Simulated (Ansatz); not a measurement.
Consider SrTiO3.

Input file:

```
crystal:
  lattice:
    - [-2.7589050186, 2.7589050186, 3.9136137928]
    - [2.7589050186, -2.7589050186, 3.9136137928]
    - [2.7589050186, 2.7589050186, -3.9136137928]
  atoms:
    - { symbol: Sr, position: [0.75, 0.25, 0.5] }
    - { symbol: Sr, position: [0.25, 0.75, 0.5] }
    - { symbol: Ti, position: [0.0, 0.0, 0.0] }
    - { symbol: Ti, position: [0.5, 0.5, 0.0] }
    - { symbol: O, position: [0.7669008901, 0.2669008901, 0.0338017802] }
    - { symbol: O, position: [0.2669008901, 0.2330991099, 0.5] }
    - { symbol: O, position: [0.7330991099, 0.7669008901, 0.5] }
    - { symbol: O, position: [0.2330991099, 0.7330991099, 0.9661982198] }
    - { symbol: O, position: [0.75, 0.75, 0.0] }
    - { symbol: O, position: [0.25, 0.25, 0.0] }
kpoints:
  mp_grid: { grid: [6, 6, 6] }
  band_path:
    path:
      - [0.0, 0.0, 0.0]
      - [0.0, 0.0, 0.5]
      - [0.25, 0.25, 0.25]
      - [0.0, 0.5, 0.0]
      - [0.5, 0.5, -0.5]
      - [0.3742388936, 0.6257611064, -0.3742388936]
      - [-0.3742388936, 0.3742388936, 0.3742388936]
      - [-0.2484777872, 0.2484777872, 0.5]
      - [0.5, 0.5, -0.2484777872]
      - [-0.005208, 0.005208, 0.0]
    npoints: 1
hamiltonian:
  xc: r2scan
scf:
  occupations: { method: fixed }
  n_extra_bands: 6
output:
  forces: true
  stress: true
  eigenvalues: true
  write_density: true
  write_potential: true
  elf: true
  volumetric_format: npy
```

Launched as:

```sh
ansatz run input.yaml --threads 2 --pin off --max-ram 29491MiB --backend cpu --events-out ev --progress --plain --runs-dir out
```

Below, planes, directions and counts refer to the conventional cell (a = 5.52 Å, b = 5.52 Å, c = 7.83 Å, α = 90.00°, β = 90.00°, γ = 90.00°).

Space group I4/mcm; a structure from a database of computed crystals, not necessarily the ambient phase; started from the database structure prototype, which need not be the ambient phase; computed without spin polarisation.

These are results of Ansatz, DFT, r2SCAN, plane waves, PAW, not measurements.

**Predict the valence pseudo-density and electron localisation function between the atoms.**

Ti–O (1.96 Å): ρ at the midpoint is about 0.7 e/Å³; the ELF peaks at about 0.80 in the valence shell of O, 0.6 Å from its nucleus, and is about 0.20 at the midpoint (no shared electron pair shows on this line).
Sr–O (2.76 Å): ρ is about 0.14 e/Å³ halfway; the ELF is about 0.05 at the midpoint (an ionic contact with no shared pair).

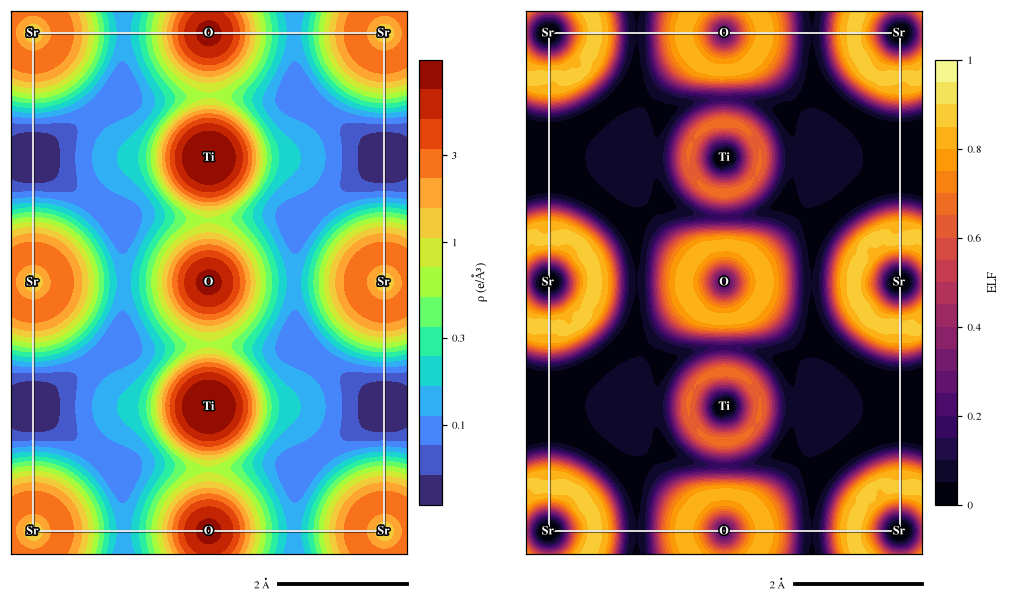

Computed valence pseudo-density and electron localisation function on the (010) plane of the conventional cell, in this order. 

Core electrons are frozen (PAW), and the valence fields are smoothed inside the atomic spheres.
